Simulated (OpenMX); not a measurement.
**A series of single points on NaH**

System: NaH (2 atoms in the cell).
Method: Kohn-Sham DFT of a periodic cell, PBE, OpenMX 2013 PBE set, no spin polarisation (OpenMX 3.8.5).

The 7 runs differ only in the geometry, by an even scaling of the cell at fixed fractional positions. The structure derives from an entry of the Crystallography Open Database.

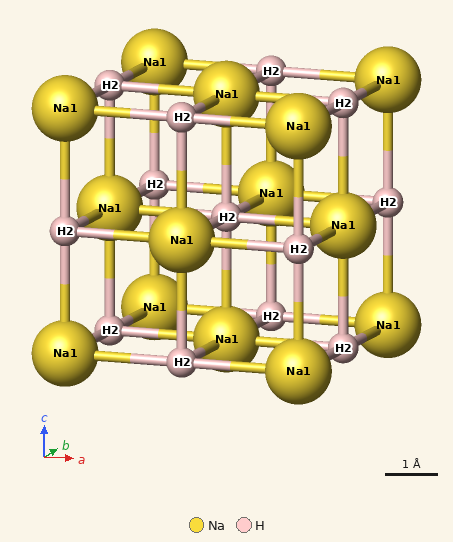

Figure 1. The structure of run 4 (ball-and-stick view of the cell 4 times as large as that of the calculation, set on its symmetry axes, seen slightly off an axis; atoms are numbered from 1 in the order of the input).

## Input of run 4
```
System.CurrrentDirectory             ./
System.Name                          NaH
DATA.PATH                            ./DFT_DATA13
level.of.stdout                      1
level.of.fileout                     0
Species.Number                       2
<Definition.of.Atomic.Species
  Na  Na9.0-s3p2d1           Na_PBE13
  H   H6.0-s2p1              H_PBE13
Definition.of.Atomic.Species>

Atoms.Number                         2
Atoms.SpeciesAndCoordinates.Unit     FRAC
<Atoms.SpeciesAndCoordinates
    1  Na    0.0000000000    0.0000000000    0.0000000000   4.500  4.500
    2  H     0.5000000000    0.5000000000    0.5000000000   0.500  0.500
Atoms.SpeciesAndCoordinates>

Atoms.UnitVectors.Unit               Ang
<Atoms.UnitVectors
     0.0000000000    2.4400000000    2.4400000000
     2.4400000000    0.0000000000    2.4400000000
     2.4400000000    2.4400000000    0.0000000000
Atoms.UnitVectors>

scf.XcType                           GGA-PBE
scf.SpinPolarization                 off
scf.ElectronicTemperature            580.226
scf.energycutoff                     500.0
scf.maxIter                          100
scf.EigenvalueSolver                 band
scf.Kgrid                            9 9 9
scf.Mixing.Type                      rmm-diisk
scf.Init.Mixing.Weight               0.05
scf.Min.Mixing.Weight                0.001
scf.Max.Mixing.Weight                0.3
scf.Mixing.History                   25
scf.Mixing.StartPulay                8
scf.criterion                        1.0e-8
scf.stress.tensor                    on
MD.Type                              nomd
```

Command:
```bash
openmx NaH.dat -nt 1 > NaH.std
```

Run 5 has the same physical settings and fractional positions; its lattice vectors (Å) are:
```
   0.000000    2.456159    2.456159
   2.456159    0.000000    2.456159
   2.456159    2.456159    0.000000
```

## Results, with one run withheld

```csv
run,volume per atom (Å³),"free energy per atom, from the lowest run given (meV)",gap on the mesh (eV)
1,13.655,3.65,4.16
2,13.946,1.51,4.12
3,14.236,0.28,4.07
4,14.527,0.00,4.03
5,14.817,?,?
6,15.108,1.83,3.94
7,15.398,3.78,3.90
```

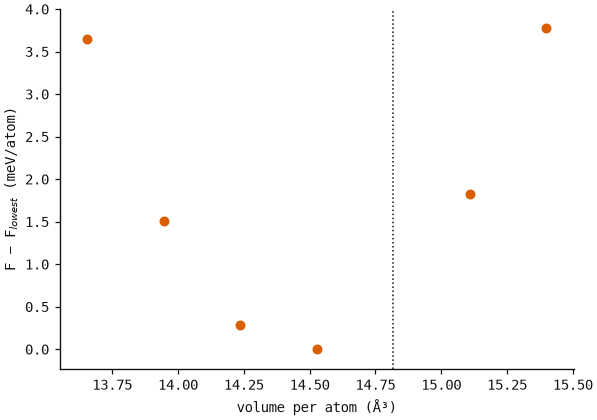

Figure 2. Free energy per atom of the runs given; the dotted line marks run 5.

Estimate the energy of run 5 from the others.

A cubic polynomial in V^(−2/3) (the Birch–Murnaghan form), fitted to the 6 runs given, misses them by at most 0.02 meV per atom. With x = V^(−2/3) − 0.16851 Å⁻², it reads F = −0.0027194 + 31.43 x + 82065 x² − 1.5959e+05 x³ (meV per atom). At run 5 it gives 0.53 meV per atom, and the run itself gives 0.60. The fit has its minimum at 14.481 Å³ per atom, where V d²F/dV² gives 22.9 GPa: the bulk modulus at this level, since symmetry fixes the shape and the positions. The gap on the mesh goes, without turning, from 4.16 eV in run 1 to 3.90 eV in run 7; run 5 has 3.98 eV. These are gaps of this functional on this mesh, which can miss the band edges; they aren't the measured gap.

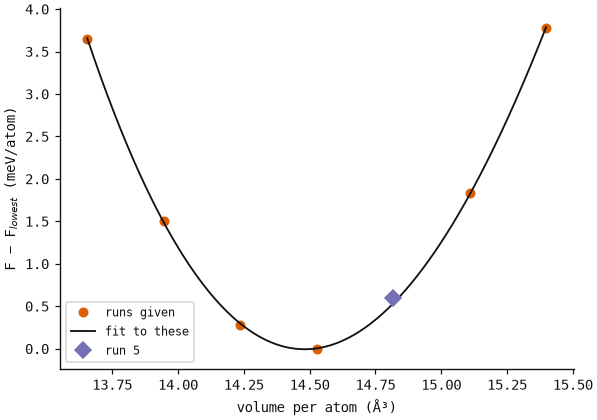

Figure 3. The fit and the withheld run.

## Some lines of the output (run 5)
```
[...]
  Cell_Volume =    199.984415829239 (Bohr^3)
        Total energy (Hartree) at MD = 1
   kloop=0
   kloop=1
   kloop=364
```

Notes: With a small basis of atomic orbitals these values can differ much from converged plane-wave results.
